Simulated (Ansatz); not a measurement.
System: Se, space group P3_121, 3 atoms in the cell, relaxed with r2SCAN+rVV10; a = 4.293 Å, c = 5.041 Å (hexagonal axes). Starting point: PBE, Ansatz PAW set, no spin polarisation, no spin-orbit coupling, 6×6×4 k mesh, 420 eV cutoff, fixed occupations (Ansatz). Many-body step: G0W0 with empty bands 240, screening cutoff 120 eV and frequency treatment contour deformation.

In PBE the smallest gap over these k points is 0.84 eV, with direct gaps of 0.99 eV at H, 1.52 eV at L and 2.16 eV at Γ.

**What does G0W0 give?**

Over the k points that were corrected, the smallest gap goes from 0.84 eV in PBE (L to H) to 1.46 eV in G0W0 (L to H), a change of +0.62 eV (+73 %). Counted from the valence top, the lowest empty level moves by +0.62 eV at H, +0.60 eV at L and +0.65 eV at Γ; over the 11 points that were corrected the shifts run from +0.54 to +0.65 eV: a spread of 0.11 eV on a mean of 0.59 eV, so one scissor shift describes this level only roughly. The top filled level also moves against the valence top, by −0.09 eV at A. The quasiparticle weight (renormalisation factor) lies between 0.71 and 0.74 for the top filled and first empty levels.

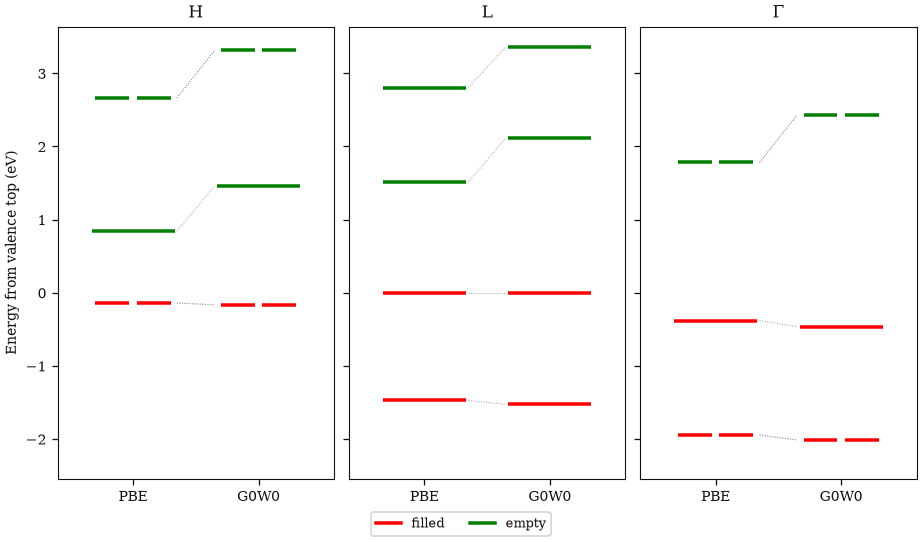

Levels at H, L and Γ in PBE and in G0W0, each set counted from its own valence top. Degenerate partners of corrected states are drawn at the same energy.

| k point | PBE direct gap (eV) | G0W0 direct gap (eV) |
| --- | --- | --- |
| H | 0.99 | 1.62 |
| L | 1.52 | 2.12 |
| Γ | 2.16 | 2.90 |

The GW screening of so narrow a gap isn't settled on this k mesh. Spin-orbit coupling is left out, which matters for Se. The k mesh is thin for GW. The cell comes from a database of computed structures, and whether it is the stable form of this composition wasn't checked. Bands, cutoffs and mesh are finite, so these values aren't at the basis limit.
